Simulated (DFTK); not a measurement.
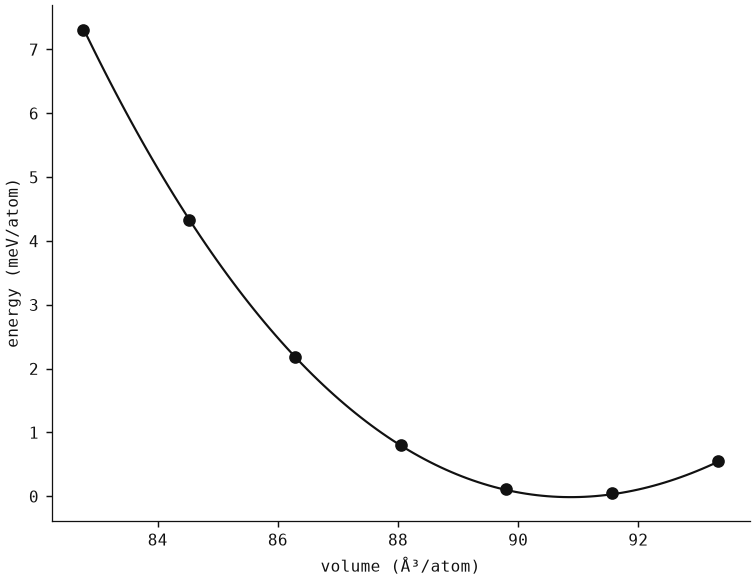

The plot gives the computed energy against volume for Rb, space group Im-3m (No. 229).

The given structure:
```yaml
crystal:
  lattice:
    - [-2.80250, 2.80250, 2.80250]
    - [2.80250, -2.80250, 2.80250]
    - [2.80250, 2.80250, -2.80250]
  atoms:
    - { symbol: Rb, position: [0.00000, 0.00000, 0.00000] }
```

Calculation (DFTK 0.8.2): plane-wave DFT, no spin polarisation; energies at scaled volumes of the given cell, shape and fractions fixed, counted from the fit's minimum, third-order Birch-Murnaghan fit. Level: PBE.

| setting | value |
| --- | --- |
| k mesh | 7×7×7 |
| occupations | Fermi–Dirac |
| smearing width | 0.05 eV |
| potentials | dojo.nc.sr.pbe.v0_4_1.standard |
| wave cutoff | 789.1 eV |

From this curve and the settings, what does the calculation give for the pressure at the same points?

The pressure falls from 0.31 GPa at volume 82.76 Å³/atom to −0.07 GPa at 93.33 Å³/atom, and changes sign near 90.9 Å³/atom.

```
volume (Å³/atom)  pressure (GPa)
           82.76            0.31
           84.52            0.23
           86.28            0.16
           88.04            0.09
           89.80            0.03
           91.57           -0.02
           93.33           -0.07
```
